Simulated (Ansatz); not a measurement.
# Single-point calculation, with input and output: Si216 (part 3 of 3)

Si216 (Fd-3m, 216 atoms in the cell); DFT, HSE06, PAW, plane waves (Ansatz 0.2.0); cutoff 420 eV, 1×1×1 k-mesh, Fermi–Dirac smearing of 0.01 eV. The structure was built on a prototype by a generator.

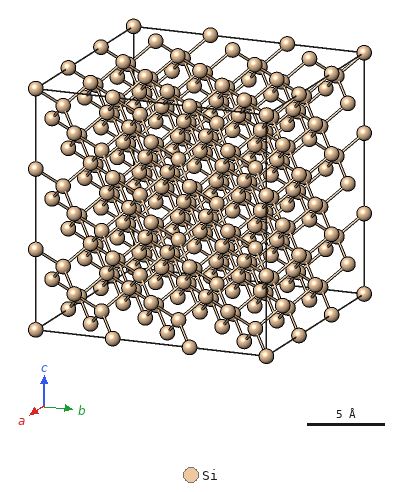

The structure (ball-and-stick view of the cell of the calculation, seen slightly off an axis).

### Output, continued
```
  atom 155  Si     0.00000000     0.00000000    -0.00000000
  atom 156  Si     0.00000000     0.00000000     0.00000000
  atom 157  Si    -0.00000000     0.00000000    -0.00000000
  atom 158  Si    -0.00000000     0.00000000    -0.00000000
  atom 159  Si    -0.00000000     0.00000000    -0.00000000
  atom 160  Si    -0.00000000    -0.00000000     0.00000000
  atom 161  Si    -0.00000000     0.00000000    -0.00000000
  atom 162  Si    -0.00000000     0.00000000     0.00000000
  atom 163  Si    -0.00000000     0.00000000     0.00000000
  atom 164  Si     0.00000000     0.00000000    -0.00000000
  atom 165  Si     0.00000000     0.00000000    -0.00000000
  atom 166  Si     0.00000000    -0.00000000     0.00000000
  atom 167  Si    -0.00000000     0.00000000     0.00000000
  atom 168  Si    -0.00000000     0.00000000     0.00000000
  atom 169  Si    -0.00000000     0.00000000     0.00000000
  atom 170  Si    -0.00000000     0.00000000    -0.00000000
  atom 171  Si    -0.00000000     0.00000000    -0.00000000
  atom 172  Si    -0.00000000     0.00000000     0.00000000
  atom 173  Si    -0.00000000     0.00000000     0.00000000
  atom 174  Si    -0.00000000    -0.00000000     0.00000000
  atom 175  Si    -0.00000000     0.00000000    -0.00000000
  atom 176  Si    -0.00000000     0.00000000    -0.00000000
  atom 177  Si    -0.00000000     0.00000000    -0.00000000
  atom 178  Si    -0.00000000    -0.00000000    -0.00000000
  atom 179  Si    -0.00000000     0.00000000     0.00000000
  atom 180  Si    -0.00000000     0.00000000    -0.00000000
  atom 181  Si    -0.00000000    -0.00000000    -0.00000000
  atom 182  Si    -0.00000000     0.00000000    -0.00000000
  atom 183  Si    -0.00000000    -0.00000000     0.00000000
  atom 184  Si    -0.00000000     0.00000000    -0.00000000
  atom 185  Si    -0.00000000     0.00000000     0.00000000
  atom 186  Si    -0.00000000     0.00000000     0.00000000
  atom 187  Si    -0.00000000     0.00000000     0.00000000
  atom 188  Si    -0.00000000     0.00000000     0.00000000
  atom 189  Si    -0.00000000     0.00000000     0.00000000
  atom 190  Si    -0.00000000    -0.00000000    -0.00000000
  atom 191  Si    -0.00000000    -0.00000000    -0.00000000
  atom 192  Si    -0.00000000    -0.00000000    -0.00000000
  atom 193  Si    -0.00000000    -0.00000000    -0.00000000
  atom 194  Si    -0.00000000     0.00000000    -0.00000000
  atom 195  Si    -0.00000000    -0.00000000    -0.00000000
  atom 196  Si    -0.00000000     0.00000000     0.00000000
  atom 197  Si    -0.00000000     0.00000000    -0.00000000
  atom 198  Si    -0.00000000     0.00000000     0.00000000
  atom 199  Si     0.00000000     0.00000000    -0.00000000
  atom 200  Si     0.00000000     0.00000000    -0.00000000
  atom 201  Si    -0.00000000    -0.00000000     0.00000000
  atom 202  Si    -0.00000000     0.00000000     0.00000000
  atom 203  Si    -0.00000000     0.00000000     0.00000000
  atom 204  Si    -0.00000000    -0.00000000     0.00000000
  atom 205  Si    -0.00000000    -0.00000000     0.00000000
  atom 206  Si    -0.00000000    -0.00000000    -0.00000000
  atom 207  Si    -0.00000000     0.00000000     0.00000000
  atom 208  Si    -0.00000000    -0.00000000    -0.00000000
  atom 209  Si    -0.00000000     0.00000000    -0.00000000
  atom 210  Si    -0.00000000    -0.00000000    -0.00000000
  atom 211  Si    -0.00000000     0.00000000    -0.00000000
  atom 212  Si    -0.00000000     0.00000000    -0.00000000
  atom 213  Si    -0.00000000    -0.00000000    -0.00000000
  atom 214  Si    -0.00000000    -0.00000000    -0.00000000
  atom 215  Si    -0.00000000    -0.00000000    -0.00000000
  atom 216  Si    -0.00000000    -0.00000000    -0.00000000
  max |Σ_I F_I| component: 7.71e-22 eV/Å
--- Band table (eV) ---
  k-point 0: bands = ["-7.3934", "-6.8572", "-6.8572", "-6.8572", "-6.8572", "-6.8572", "-6.8572", "-6.3409", "-6.3409", "-6.3409", ... 438 levels left out ..., "8.0916", "8.0916", "8.0916", "8.0916", "8.0916", "8.0916", "8.0916", "8.0916", "8.2497", "8.2497", "8.2497", "8.2497", "8.2497", "8.2497", "8.3567", "8.3567", "8.3567", "8.3567", "8.3567", "8.3567", "8.3567", "8.3567", "8.5356", "8.5356", "8.5356", "8.5356", "8.5356", "8.5356", "8.6068",
      "8.6068", "8.6068", "8.6068", "8.6068", "8.6068", "8.6068", "8.6068", "8.6068", "8.6068", "8.6068", "8.6068", "8.6068", "8.6068", "8.6068", "8.6068", "8.6068", "8.6068", "8.6068", "8.6068", "8.6068", "8.6068", "8.6068", "8.6068", "9.2015", "9.2015", "9.2015", "9.3327", "9.3327", "9.3327", "9.3327", "9.3327", "9.3327", "9.3327", "9.3327", "9.3327", "9.3327", "9.3327", "9.3327", "9.3327", "9.3327",
      "9.3327", "9.3327", "9.3327", "9.3327", "9.3327", "9.3327", "9.3327", "9.3327", "9.3327", "9.3327", "9.4569", "9.4569", "9.4569", "9.4569", "9.4569", "9.4569", "9.4569", "9.4569", "9.4569", "9.4569", "9.4569", "9.4569", "9.4569", "9.4569", "9.4569", "9.4569", "9.4569", "9.4569", "9.4569", "9.4569", "9.4569", "9.4569", "9.4569", "9.4569", "9.7414", "9.7414", "9.7414", "9.7414", "9.7414", "9.7414",
      "9.7414", "9.7414", "9.7414", "9.7414", "9.7414", "9.7414", "10.1890", "10.1953", "10.1953", "10.1953", "10.1953", "10.1953", "10.1953", "10.1953", "10.1953", "10.1953", "10.1953", "10.1953", "10.1953", "10.1953", "10.1953", "10.1953", "10.1953", "10.2915", "10.2915", "10.2915", "10.2915", "10.2915", "10.2915", "10.2915", "10.2915", "10.2915", "10.2915", "10.2915", "10.2915", "10.3413", "10.3413", "10.3413", "10.3413", "10.3413",
      "10.3413", "10.3413", "10.3413", "10.3413", "10.3413", "10.3413", "10.3413", "10.3413", "10.3413", "10.3413", "10.3413", "10.3413", "10.3413", "10.3413", "10.3413", "10.3413", "10.3413", "10.3413", "10.3413", "10.4792", "10.4792", "10.4792", "10.4792", "10.4792", "10.4792", "10.4792", "10.4792", "10.4792", "10.4792", "10.4792", "10.4792", "10.8213", "10.8213", "10.8213", "10.8213", "10.8213", "10.8213", "10.8213", "10.8213", "10.8213",
      "10.8213", "10.8213", "10.8213", "10.8213", "10.8213", "10.8213", "10.8213", "10.8213", "10.8213", "10.8213", "10.8213"]
--- Löwdin populations: 216 sites ---
  site symbol       q [e]
     0     Si      3.9615
     1     Si      3.9615
     2     Si      3.9615
     3     Si      3.9615
     4     Si      3.9615
     5     Si      3.9615
     6     Si      3.9615
     7     Si      3.9615
     8     Si      3.9615
     9     Si      3.9615
    10     Si      3.9615
    11     Si      3.9615
    12     Si      3.9615
    13     Si      3.9615
    14     Si      3.9615
    15     Si      3.9615
    16     Si      3.9615
    17     Si      3.9615
    18     Si      3.9615
    19     Si      3.9615
    20     Si      3.9615
    21     Si      3.9615
    22     Si      3.9615
    23     Si      3.9615
    24     Si      3.9615
    25     Si      3.9615
    26     Si      3.9615
    27     Si      3.9615
    28     Si      3.9615
    29     Si      3.9615
    30     Si      3.9615
    31     Si      3.9615
    32     Si      3.9615
    33     Si      3.9615
    34     Si      3.9615
    35     Si      3.9615
    36     Si      3.9615
    37     Si      3.9615
    38     Si      3.9615
    39     Si      3.9615
    40     Si      3.9615
    41     Si      3.9615
    42     Si      3.9615
    43     Si      3.9615
    44     Si      3.9615
    45     Si      3.9615
    46     Si      3.9615
    47     Si      3.9615
    48     Si      3.9615
    49     Si      3.9615
    50     Si      3.9615
    51     Si      3.9615
    52     Si      3.9615
    53     Si      3.9615
    54     Si      3.9615
    55     Si      3.9615
    56     Si      3.9615
    57     Si      3.9615
    58     Si      3.9615
    59     Si      3.9615
    60     Si      3.9615
    61     Si      3.9615
    62     Si      3.9615
    63     Si      3.9615
    64     Si      3.9615
    65     Si      3.9615
    66     Si      3.9615
    67     Si      3.9615
    68     Si      3.9615
    69     Si      3.9615
    70     Si      3.9615
    71     Si      3.9615
    72     Si      3.9615
    73     Si      3.9615
    74     Si      3.9615
    75     Si      3.9615
    76     Si      3.9615
    77     Si      3.9615
    78     Si      3.9615
    79     Si      3.9615
    80     Si      3.9615
    81     Si      3.9615
    82     Si      3.9615
    83     Si      3.9615
    84     Si      3.9615
    85     Si      3.9615
    86     Si      3.9615
    87     Si      3.9615
    88     Si      3.9615
    89     Si      3.9615
    90     Si      3.9615
    91     Si      3.9615
    92     Si      3.9615
    93     Si      3.9615
    94     Si      3.9615
    95     Si      3.9615
    96     Si      3.9615
    97     Si      3.9615
    98     Si      3.9615
    99     Si      3.9615
   100     Si      3.9615
   101     Si      3.9615
   102     Si      3.9615
   103     Si      3.9615
   104     Si      3.9615
   105     Si      3.9615
   106     Si      3.9615
   107     Si      3.9615
   108     Si      3.9615
   109     Si      3.9615
   110     Si      3.9615
   111     Si      3.9615
   112     Si      3.9615
   113     Si      3.9615
   114     Si      3.9615
   115     Si      3.9615
   116     Si      3.9615
   117     Si      3.9615
   118     Si      3.9615
   119     Si      3.9615
   120     Si      3.9615
   121     Si      3.9615
   122     Si      3.9615
   123     Si      3.9615
   124     Si      3.9615
   125     Si      3.9615
   126     Si      3.9615
   127     Si      3.9615
   128     Si      3.9615
   129     Si      3.9615
   130     Si      3.9615
   131     Si      3.9615
   132     Si      3.9615
   133     Si      3.9615
   134     Si      3.9615
   135     Si      3.9615
   136     Si      3.9615
   137     Si      3.9615
   138     Si      3.9615
   139     Si      3.9615
   140     Si      3.9615
   141     Si      3.9615
   142     Si      3.9615
   143     Si      3.9615
   144     Si      3.9615
   145     Si      3.9615
   146     Si      3.9615
   147     Si      3.9615
   148     Si      3.9615
   149     Si      3.9615
   150     Si      3.9615
   151     Si      3.9615
   152     Si      3.9615
   153     Si      3.9615
   154     Si      3.9615
   155     Si      3.9615
   156     Si      3.9615
   157     Si      3.9615
   158     Si      3.9615
   159     Si      3.9615
   160     Si      3.9615
   161     Si      3.9615
   162     Si      3.9615
   163     Si      3.9615
   164     Si      3.9615
   165     Si      3.9615
   166     Si      3.9615
   167     Si      3.9615
   168     Si      3.9615
   169     Si      3.9615
   170     Si      3.9615
   171     Si      3.9615
   172     Si      3.9615
   173     Si      3.9615
   174     Si      3.9615
   175     Si      3.9615
   176     Si      3.9615
   177     Si      3.9615
   178     Si      3.9615
   179     Si      3.9615
   180     Si      3.9615
   181     Si      3.9615
   182     Si      3.9615
   183     Si      3.9615
   184     Si      3.9615
   185     Si      3.9615
   186     Si      3.9615
   187     Si      3.9615
   188     Si      3.9615
   189     Si      3.9615
   190     Si      3.9615
   191     Si      3.9615
   192     Si      3.9615
   193     Si      3.9615
   194     Si      3.9615
   195     Si      3.9615
   196     Si      3.9615
   197     Si      3.9615
   198     Si      3.9615
   199     Si      3.9615
   200     Si      3.9615
   201     Si      3.9615
   202     Si      3.9615
   203     Si      3.9615
   204     Si      3.9615
   205     Si      3.9615
   206     Si      3.9615
   207     Si      3.9615
   208     Si      3.9615
   209     Si      3.9615
   210     Si      3.9615
   211     Si      3.9615
   212     Si      3.9615
   213     Si      3.9615
   214     Si      3.9615
   215     Si      3.9615
  spilling = 0.009622 (of n_electrons = 864.000000)
```
